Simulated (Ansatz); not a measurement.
## AlRu: elastic-constant calculation (part 1 of 2)

AlRu (Pm-3m, 2 atoms in the cell), computed with DFT PBE, scalar-relativistic, plane waves, PAW, no spin polarisation (Ansatz 0.2.0).

The structure derives from an entry of the Crystallography Open Database. It belongs to a series of runs on one base structure; here: elastic constants, atoms relaxed.

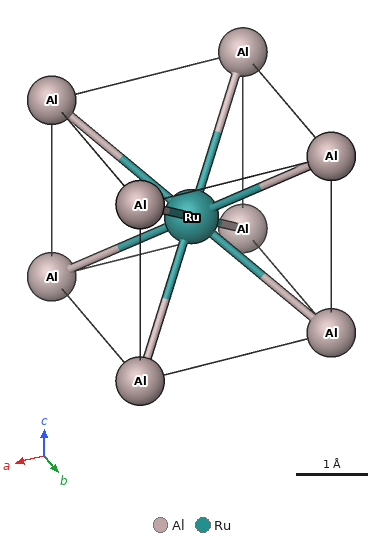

Figure 1. The input geometry (ball-and-stick view of the cell of the calculation, seen at an oblique angle).

The input:
```yaml
crystal:
  lattice:
    - [2.9917482429, 0.0, 0.0]
    - [0.0, 2.9917482429, 0.0]
    - [0.0, 0.0, 2.9917482429]
  atoms:
    - { symbol: Al, position: [0.0, 0.0, 0.0] }
    - { symbol: Ru, position: [0.5, 0.5, 0.5] }
basis:
  ecutwfc: 420
kpoints:
  mp_grid: { grid: [14, 14, 14] }
hamiltonian:
  xc: pbe
scf:
  occupations: { method: fermi_dirac, width: 0.15 }
output:
  forces: true
  stress: true
  eigenvalues: true
elastic:
  mode: relaxed_ion
  amplitude: 0.005
```

Hardware: 1 thread of AMD EPYC (Zen 3), 32 GiB of memory available, shared host.

Command:
```bash
ansatz run input.yaml --threads 1 --pin off --max-ram 3072MiB --backend cpu --events-out ev --progress --plain --runs-dir out
```

The program's output:
```
band count auto-derived: 15 (N_el = 19.0; filled up to band 10; 14 by the electrons, moments and atoms)
Engine: ansatz 0.2.0, x86_64-unknown-linux-gnu
Pseudopotentials: kind: paw
Pseudopotential: Al, paw, valence charge 3, recommended cutoff 420 eV (normal), Al.paw.azcp
Pseudopotential: Ru, paw, valence charge 16, recommended cutoff 420 eV (normal), Ru.paw.azcp
Functional definition: PBE
  parameter kappa = 0.804
  parameter beta = 0.06672455060314922
  exchange = pbe_x(kappa = kappa, mu = beta*pi^2/3)
  correlation = pbe_c(beta = beta)
Crystal: 2 atoms, lattice volume = 26.778 Å³
Basis set: ecut = 420 eV, 485 PW (Γ), exchange–correlation on 48×48×48 points (8 copies of the dense FFT grid, shifted against one another)
Bands: 15, of which v1, the nominal top of the filled ones, is band 10 counted from 1 (9 counted from 0)
Symmetry: 48 space group operations
Space group: Pm-3m (ITA 221), of the structure as read, at distance tolerance 3.0e-5 Å
k-points: 120 of 2744
Non-local potential: Al, projectors of the file, l = 0: 2, l = 1: 2, l = 2: 1
Non-local potential: Ru, projectors of the file, l = 0: 3, l = 1: 2, l = 2: 2, l = 3: 1
PAW form: soft (Blöchl's): semilocal exchange-correlation on the pseudo side does not see the compensation charge
PAW one-centre angular grid: Al, 110 points (default); XC on 64 Gauss nodes
PAW one-centre angular grid: Ru, 590 points (default); XC on 64 Gauss nodes
Initial density: superposition of atomic densities (neutral atoms: chi_scale 0, normalization atom), corrected by the library's trained network
Initial wavefunctions: pseudopotential atomic-orbital guess
Functional: x = pbe(κ = 0.804, μ = 0.2195149727645171), c = pbe(β = 0.06672455060314922)
SCF iter   1: F=—  HF=-6417.522313 eV  |F-HF|=—  |Δ(HF+E_count)|=         —  Δρ=3.45e-3  dr2=3.11e-3  ethr=1.77e-3  ⟨swp⟩=5.0  Hψ=9611  notcnv=0
preconditioner: auto → none  [metal: Δε(μ)=0.022 eV  Ē_g=9.996 eV  σ=0.150 eV  W_gap=0.04  n_scr=6 (ndim 8)  ℏωp=23.8 eV  f_vac=0.000  D(μ)=1.58/eV (n_scr^D=18)  sad-step TF]
SCF iter   2: F=—  HF=-6417.521761 eV  |F-HF|=—  |Δ(HF+E_count)|=   5.52e-4  Δρ=2.11e-3  dr2=1.38e-3  ethr=1.64e-5  ⟨swp⟩=2.1  Hψ=2988  notcnv=0
SCF iter   3: F=—  HF=-6417.521490 eV  |F-HF|=—  |Δ(HF+E_count)|=   2.71e-4  Δρ=2.92e-4  dr2=1.48e-5  ethr=7.25e-6  ⟨swp⟩=1.8  Hψ=2107  notcnv=0
SCF iter   4: F=—  HF=-6417.521468 eV  |F-HF|=—  |Δ(HF+E_count)|=   2.19e-5  Δρ=8.25e-5  dr2=8.78e-7  ethr=7.81e-8  ⟨swp⟩=2.1  Hψ=2276  notcnv=0
SCF iter   5: F=—  HF=-6417.521467 eV  |F-HF|=—  |Δ(HF+E_count)|=   5.68e-7  Δρ=1.01e-5  dr2=5.90e-9  ethr=4.62e-9  ⟨swp⟩=2.3  Hψ=2837  notcnv=0
SCF iter   6: F=—  HF=-6417.521467 eV  |F-HF|=—  |Δ(HF+E_count)|=  8.36e-10  Δρ=2.17e-6  dr2=2.33e-10  ethr=3.10e-11  ⟨swp⟩=2.1  Hψ=2082  notcnv=0
SCF iter   7: F=—  HF=-6417.521467 eV  |F-HF|=—  |Δ(HF+E_count)|=  1.00e-11  Δρ=3.23e-7  dr2=6.32e-12  ethr=1.23e-12  ⟨swp⟩=2.5  Hψ=2745  notcnv=0
SCF iter   8: F=-6417.521467 eV  HF=-6417.521467 eV  |F-HF|=2.73e-12  |Δ(HF+E_count)|=  1.82e-12  Δρ=8.95e-9  dr2=3.02e-15  ethr=1.00e-12  ⟨swp⟩=3.5  Hψ=7413  notcnv=0
SCF 1 converged in 8 iterations: F = -6417.521467 eV  dr2 = 3.02e-15
  greatest PAW one-centre occupation: 0.998 electrons in one spin orbital (limit 2), on the Ru atom at site 1 (counted from 0), in its partial waves of l = 0
Crystal: 2 atoms, lattice volume = 26.510 Å³
Symmetry: 16 space group operations
k-points: 288 of 2744
Initial density: handed on by an earlier stage of this run
Initial wavefunctions: those handed on with the density
iter 1 solved again at ethr=3.73e-6 eV; its pass at ethr=3.10e-3 eV (dr2=7.09e-4 eV) is discarded
SCF iter   1: F=—  HF=-6417.513753 eV  |F-HF|=—  |Δ(HF+E_count)|=         —  Δρ=1.39e-3  dr2=5.46e-4  ethr=3.73e-6  ⟨swp⟩=2.0  Hψ=26963  notcnv=0  defer=2
preconditioner: auto → none  [metal: Δε(μ)=0.011 eV  Ē_g=10.095 eV  σ=0.150 eV  W_gap=0.02  n_scr=6 (ndim 8)  ℏωp=23.9 eV  f_vac=0.000  D(μ)=1.56/eV (n_scr^D=18)]
SCF iter   2: F=—  HF=-6417.513646 eV  |F-HF|=—  |Δ(HF+E_count)|=   1.07e-4  Δρ=5.53e-4  dr2=6.24e-5  ethr=2.87e-6  ⟨swp⟩=1.1  Hψ=4360  notcnv=0  defer=2
SCF iter   3: F=—  HF=-6417.513614 eV  |F-HF|=—  |Δ(HF+E_count)|=   3.16e-5  Δρ=1.07e-4  dr2=2.84e-6  ethr=3.28e-7  ⟨swp⟩=1.1  Hψ=4386  notcnv=0  defer=2
SCF iter   4: F=—  HF=-6417.513615 eV  |F-HF|=—  |Δ(HF+E_count)|=   5.16e-7  Δρ=1.31e-5  dr2=1.29e-8  ethr=1.49e-8  ⟨swp⟩=2.4  Hψ=6211  notcnv=0  defer=2
SCF iter   5: F=—  HF=-6417.513614 eV  |F-HF|=—  |Δ(HF+E_count)|=   4.04e-7  Δρ=2.97e-6  dr2=1.19e-9  ethr=6.79e-11  ⟨swp⟩=2.3  Hψ=6765  notcnv=0  defer=2
SCF iter   6: F=—  HF=-6417.513614 eV  |F-HF|=—  |Δ(HF+E_count)|=  2.87e-10  Δρ=6.08e-7  dr2=5.67e-11  ethr=6.25e-12  ⟨swp⟩=2.3  Hψ=6954  notcnv=0  defer=2
SCF iter   7: F=—  HF=-6417.513614 eV  |F-HF|=—  |Δ(HF+E_count)|=  1.46e-11  Δρ=1.11e-7  dr2=7.64e-13  ethr=2.98e-13 (applied; sched 1.00e-12)  ⟨swp⟩=2.7  Hψ=6895  notcnv=0  defer=25
SCF iter   8: F=—  HF=-6417.513614 eV  |F-HF|=—  |Δ(HF+E_count)|=  1.82e-12  Δρ=2.03e-8  dr2=1.04e-13  ethr=1.00e-12  ⟨swp⟩=4.0  Hψ=13809  notcnv=0
SCF iter   9: F=-6417.513614 eV  HF=-6417.513614 eV  |F-HF|=0.00e0  |Δ(HF+E_count)|=    0.00e0  Δρ=1.81e-9  dr2=8.22e-16  ethr=1.00e-12  ⟨swp⟩=3.0  Hψ=11050  notcnv=0
SCF 2 converged in 9 iterations: F = -6417.513614 eV  dr2 = 8.22e-16
Crystal: 2 atoms, lattice volume = 27.046 Å³
Basis set: ecut = 420 eV, 503 PW (Γ), exchange–correlation on 48×48×48 points (8 copies of the dense FFT grid, shifted against one another)
iter 1 solved again at ethr=1.34e-9 eV; its pass at ethr=3.10e-3 eV (dr2=2.54e-7 eV) is discarded
SCF iter   1: F=—  HF=-6417.523791 eV  |F-HF|=—  |Δ(HF+E_count)|=         —  Δρ=5.61e-5  dr2=2.71e-7  ethr=1.34e-9  ⟨swp⟩=2.3  Hψ=25744  notcnv=0  defer=1
preconditioner: auto → none  [metal: Δε(μ)=0.002 eV  Ē_g=9.925 eV  σ=0.150 eV  W_gap=0.00  n_scr=6 (ndim 8)  ℏωp=23.7 eV  f_vac=0.000  D(μ)=1.60/eV (n_scr^D=18)]
SCF iter   2: F=—  HF=-6417.523771 eV  |F-HF|=—  |Δ(HF+E_count)|=   1.99e-5  Δρ=2.47e-5  dr2=4.07e-8  ethr=1.34e-9  ⟨swp⟩=2.4  Hψ=5247  notcnv=0  defer=1
SCF iter   3: F=—  HF=-6417.523771 eV  |F-HF|=—  |Δ(HF+E_count)|=   2.74e-8  Δρ=4.84e-6  dr2=2.23e-9  ethr=2.14e-10  ⟨swp⟩=1.1  Hψ=4341  notcnv=0  defer=1
SCF iter   4: F=—  HF=-6417.523771 eV  |F-HF|=—  |Δ(HF+E_count)|=  8.52e-10  Δρ=5.34e-7  dr2=3.76e-11  ethr=1.18e-11  ⟨swp⟩=2.4  Hψ=6918  notcnv=0  defer=1
SCF iter   5: F=—  HF=-6417.523771 eV  |F-HF|=—  |Δ(HF+E_count)|=  2.46e-11  Δρ=7.96e-8  dr2=4.96e-13  ethr=1.98e-13 (applied; sched 1.00e-12)  ⟨swp⟩=2.0  Hψ=5857  notcnv=0  defer=19
SCF iter   6: F=-6417.523771 eV  HF=-6417.523771 eV  |F-HF|=0.00e0  |Δ(HF+E_count)|=    0.00e0  Δρ=8.77e-9  dr2=9.39e-15  ethr=1.00e-12  ⟨swp⟩=4.0  Hψ=13754  notcnv=0
SCF 3 converged in 6 iterations: F = -6417.523771 eV  dr2 = 9.39e-15
Crystal: 2 atoms, lattice volume = 26.912 Å³
SCF iter   1: F=—  HF=-6417.523291 eV  |F-HF|=—  |Δ(HF+E_count)|=         —  Δρ=3.37e-6  dr2=8.19e-11  ethr=1.00e-12  ⟨swp⟩=8.5  Hψ=30864  notcnv=0
preconditioner: auto → none  [metal: Δε(μ)=0.012 eV  Ē_g=9.963 eV  σ=0.150 eV  W_gap=0.02  n_scr=6 (ndim 8)  ℏωp=23.7 eV  f_vac=0.000  D(μ)=1.59/eV (n_scr^D=18)]
SCF iter   2: F=—  HF=-6417.523291 eV  |F-HF|=—  |Δ(HF+E_count)|=   4.02e-9  Δρ=1.68e-6  dr2=1.93e-11  ethr=4.31e-13 (applied; sched 1.00e-12)  ⟨swp⟩=1.0  Hψ=6627  notcnv=0
SCF iter   3: F=—  HF=-6417.523291 eV  |F-HF|=—  |Δ(HF+E_count)|=   1.34e-9  Δρ=4.90e-8  dr2=1.28e-13  ethr=1.01e-13 (applied; sched 1.00e-12)  ⟨swp⟩=1.1  Hψ=4394  notcnv=0  defer=27
SCF iter   4: F=-6417.523291 eV  HF=-6417.523291 eV  |F-HF|=1.82e-12  |Δ(HF+E_count)|=  9.09e-13  Δρ=7.53e-9  dr2=5.77e-15  ethr=1.00e-12  ⟨swp⟩=4.0  Hψ=13531  notcnv=0
SCF 4 converged in 4 iterations: F = -6417.523291 eV  dr2 = 5.77e-15
Crystal: 2 atoms, lattice volume = 26.644 Å³
SCF iter   1: F=—  HF=-6417.518263 eV  |F-HF|=—  |Δ(HF+E_count)|=         —  Δρ=4.55e-6  dr2=1.57e-10  ethr=1.00e-12  ⟨swp⟩=9.0  Hψ=31446  notcnv=0
preconditioner: auto → none  [metal: Δε(μ)=0.000 eV  Ē_g=10.053 eV  σ=0.150 eV  W_gap=0.00  n_scr=6 (ndim 8)  ℏωp=23.9 eV  f_vac=0.000  D(μ)=1.57/eV (n_scr^D=18)]
SCF iter   2: F=—  HF=-6417.518263 eV  |F-HF|=—  |Δ(HF+E_count)|=   7.13e-9  Δρ=2.27e-6  dr2=3.41e-11  ethr=8.28e-13 (applied; sched 1.00e-12)  ⟨swp⟩=1.0  Hψ=6624  notcnv=0  defer=1
SCF iter   3: F=—  HF=-6417.518263 eV  |F-HF|=—  |Δ(HF+E_count)|=   2.37e-9  Δρ=1.51e-7  dr2=5.98e-13  ethr=1.79e-13 (applied; sched 1.00e-12)  ⟨swp⟩=1.1  Hψ=4406  notcnv=0  defer=20
SCF iter   4: F=-6417.518263 eV  HF=-6417.518263 eV  |F-HF|=2.73e-12  |Δ(HF+E_count)|=  1.09e-11  Δρ=8.09e-9  dr2=6.04e-15  ethr=1.00e-12  ⟨swp⟩=4.0  Hψ=13815  notcnv=0
SCF 5 converged in 4 iterations: F = -6417.518263 eV  dr2 = 6.04e-15
Crystal: 2 atoms, lattice volume = 26.777 Å³
Basis set: ecut = 420 eV, 489 PW (Γ), exchange–correlation on 48×48×48 points (8 copies of the dense FFT grid, shifted against one another)
Symmetry: 8 space group operations
k-points: 456 of 2744
iter 1 solved again at ethr=5.12e-7 eV; its pass at ethr=3.10e-3 eV (dr2=9.73e-5 eV) is discarded
SCF iter   1: F=—  HF=-6417.520413 eV  |F-HF|=—  |Δ(HF+E_count)|=         —  Δρ=6.86e-4  dr2=9.57e-5  ethr=5.12e-7  ⟨swp⟩=2.1  Hψ=43058  notcnv=0  defer=1
preconditioner: auto → none  [metal: Δε(μ)=0.008 eV  Ē_g=10.007 eV  σ=0.150 eV  W_gap=0.01  n_scr=6 (ndim 8)  ℏωp=23.8 eV  f_vac=0.000  D(μ)=1.58/eV (n_scr^D=18)]
SCF iter   2: F=—  HF=-6417.520372 eV  |F-HF|=—  |Δ(HF+E_count)|=   4.07e-5  Δρ=2.60e-4  dr2=1.12e-5  ethr=5.04e-7  ⟨swp⟩=1.0  Hψ=6786  notcnv=0  defer=1
SCF iter   3: F=—  HF=-6417.520370 eV  |F-HF|=—  |Δ(HF+E_count)|=   1.53e-6  Δρ=4.57e-5  dr2=2.14e-7  ethr=5.90e-8  ⟨swp⟩=1.1  Hψ=6889  notcnv=0  defer=1
SCF iter   4: F=—  HF=-6417.520371 eV  |F-HF|=—  |Δ(HF+E_count)|=   5.41e-7  Δρ=6.95e-6  dr2=2.42e-9  ethr=1.13e-9  ⟨swp⟩=2.3  Hψ=9728  notcnv=0  defer=1
SCF iter   5: F=—  HF=-6417.520371 eV  |F-HF|=—  |Δ(HF+E_count)|=   2.13e-9  Δρ=1.02e-6  dr2=1.07e-10  ethr=1.27e-11  ⟨swp⟩=2.4  Hψ=10826  notcnv=0  defer=1
SCF iter   6: F=—  HF=-6417.520371 eV  |F-HF|=—  |Δ(HF+E_count)|=  3.82e-11  Δρ=2.77e-7  dr2=6.32e-12  ethr=5.63e-13 (applied; sched 1.00e-12)  ⟨swp⟩=2.0  Hψ=11066  notcnv=0  defer=5
SCF iter   7: F=-6417.520371 eV  HF=-6417.520371 eV  |F-HF|=1.82e-12  |Δ(HF+E_count)|=  1.82e-12  Δρ=3.35e-8  dr2=9.01e-14  ethr=1.00e-12  ⟨swp⟩=2.8  Hψ=26523  notcnv=0
SCF 6 converged in 7 iterations: F = -6417.520371 eV  dr2 = 9.01e-14
iter 1 solved again at ethr=6.59e-10 eV; its pass at ethr=3.10e-3 eV (dr2=1.25e-7 eV) is discarded
```
